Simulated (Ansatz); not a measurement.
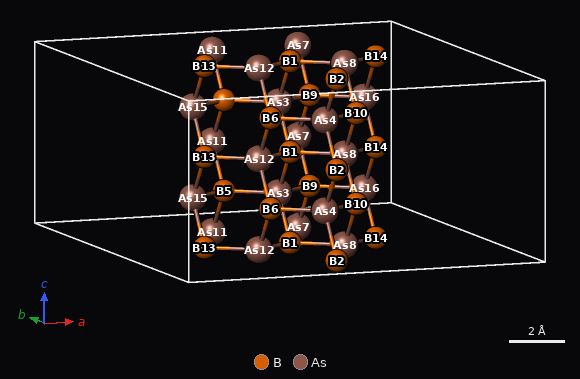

Starting structure of a wire of composition BAs. A ball-and-stick model of the 2 repeat of the cell, with the vacuum cut short (origin shifted), seen slightly off an axis.

Case: wire along [1 1 0], 16 atoms a period.

Level of theory: DFT PBEsol, scalar-relativistic, plane waves, PAW in Ansatz 0.2.0.

Input
```yaml
crystal:
  lattice:
    - [15.7, 0.0, 0.0]
    - [0.0, 17.6, 0.0]
    - [0.0, 0.0, 3.3713973113]
  atoms:
    - { symbol: B, position: [0.5, 0.5338627543, 0.0], spin: 0.3 }
    - { symbol: B, position: [0.5, 0.2629607201, 0.0], spin: 0.3 }
    - { symbol: As, position: [0.5, 0.6015882628, 0.5], spin: 0.3 }
    - { symbol: As, position: [0.5, 0.3306862286, 0.5], spin: 0.3 }
    - { symbol: B, position: [0.3926306589, 0.6693137714, 0.5], spin: 0.3 }
    - { symbol: B, position: [0.3926306589, 0.3984117372, 0.5], spin: 0.3 }
    - { symbol: As, position: [0.6073693411, 0.7370392799, 0.0], spin: 0.3 }
    - { symbol: As, position: [0.6073693411, 0.4661372457, 0.0], spin: 0.3 }
    - { symbol: B, position: [0.6073693411, 0.6693137714, 0.5], spin: 0.3 }
    - { symbol: B, position: [0.6073693411, 0.3984117372, 0.5], spin: 0.3 }
    - { symbol: As, position: [0.3926306589, 0.7370392799, 0.0], spin: 0.3 }
    - { symbol: As, position: [0.3926306589, 0.4661372457, 0.0], spin: 0.3 }
    - { symbol: B, position: [0.2852613178, 0.5338627543, 0.0], spin: 0.3 }
    - { symbol: B, position: [0.7147386822, 0.5338627543, 0.0], spin: 0.3 }
    - { symbol: As, position: [0.2852613178, 0.6015882628, 0.5], spin: 0.3 }
    - { symbol: As, position: [0.7147386822, 0.6015882628, 0.5], spin: 0.3 }
basis:
  ecutwfc: 420
kpoints:
  mp_grid: { grid: [1, 1, 10] }
hamiltonian:
  xc: pbesol
scf:
  occupations: { method: gaussian, width: 0.05 }
  lower_state_search: "off"
output:
  forces: true
  stress: true
  eigenvalues: true
  populations: true
  write_density: true
  write_potential: true
  elf: true
  volumetric_format: npy
magnetization:
  spin_polarized: true
relax:
  adjacent_minimum: "off"
  f_tol: 0.02
  max_steps: 45
  cell: { fix: [a, b, alpha, beta, gamma], stress_tol: 0.03 }
```

Launched with:
```bash
ansatz run input.yaml --threads 4 --pin off --max-ram 11264MiB --backend cpu --events-out ev --progress --plain --runs-dir out
```

Q: Where does the relaxation end?

A: The energy falls by 4.345 eV per cell of the calculation in 13 accepted moves (15 points after the start). The largest force component goes from 1.9 to 0.016 eV/Å. The line search rejected the trial step at point 9 of the run. At 1 point the geometry stayed and the basis and grid were re-selected for the new cell (energy shift of 0.7 meV per cell of the calculation at most each time). The largest moves relative to the centre of the atoms, 0.87 Å, are those of B6 and B10. By element the largest moves are B 0.87 Å, As 0.60 Å. Along the periodic axis the drawn cell goes c 6.743 → 6.780 Å (+0.5 %). Some distances before and after: B6–B10 3.371 → 1.679 Å, As7–As11 3.371 → 2.501 Å, B2–As4 2.065 → 1.933 Å, As4–B10 2.065 → 2.159 Å. New bonds form, among them: As7–As11 (3.37 → 2.50 Å), B6–B10 (3.37 → 1.68 Å). Among the angles between lasting bonds that change: B1–As12–B13 109.5° → 84.8°, B1–As12–B6 109.5° → 90.0°, B9–As16–B14 109.5° → 94.6°.

Step by step:

```json
{"step": "0", "E − E(0), meV/atom": "0.00", "largest force component, eV/Å": "1.8908", "note": ""}
{"step": "1", "E − E(0), meV/atom": "-106.95", "largest force component, eV/Å": "1.3818", "note": ""}
{"step": "2", "E − E(0), meV/atom": "-170.95", "largest force component, eV/Å": "0.5780", "note": ""}
{"step": "3", "E − E(0), meV/atom": "-179.08", "largest force component, eV/Å": "0.7776", "note": ""}
{"step": "4", "E − E(0), meV/atom": "-181.86", "largest force component, eV/Å": "1.4289", "note": ""}
{"step": "5", "E − E(0), meV/atom": "-189.43", "largest force component, eV/Å": "0.2767", "note": ""}
{"step": "6", "E − E(0), meV/atom": "-193.17", "largest force component, eV/Å": "0.3474", "note": ""}
{"step": "7", "E − E(0), meV/atom": "-213.48", "largest force component, eV/Å": "1.1988", "note": ""}
{"step": "8", "E − E(0), meV/atom": "-253.31", "largest force component, eV/Å": "1.4299", "note": ""}
{"step": "9", "E − E(0), meV/atom": "-253.10", "largest force component, eV/Å": "3.8026", "note": "rejected"}
{"step": "10", "E − E(0), meV/atom": "-267.22", "largest force component, eV/Å": "0.8882", "note": ""}
{"step": "11", "E − E(0), meV/atom": "-268.34", "largest force component, eV/Å": "0.6203", "note": ""}
{"step": "12", "E − E(0), meV/atom": "-271.21", "largest force component, eV/Å": "0.1389", "note": ""}
{"step": "13", "E − E(0), meV/atom": "-271.45", "largest force component, eV/Å": "0.0780", "note": ""}
{"step": "14", "E − E(0), meV/atom": "-271.49", "largest force component, eV/Å": "0.0165", "note": ""}
{"step": "15", "E − E(0), meV/atom": "-271.54", "largest force component, eV/Å": "0.0165", "note": "same geometry, new basis"}
```

After the run, drawn alike:

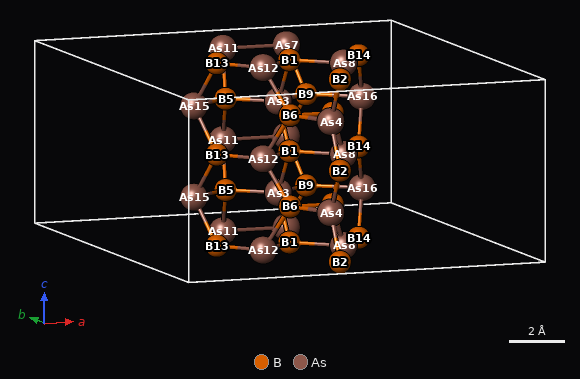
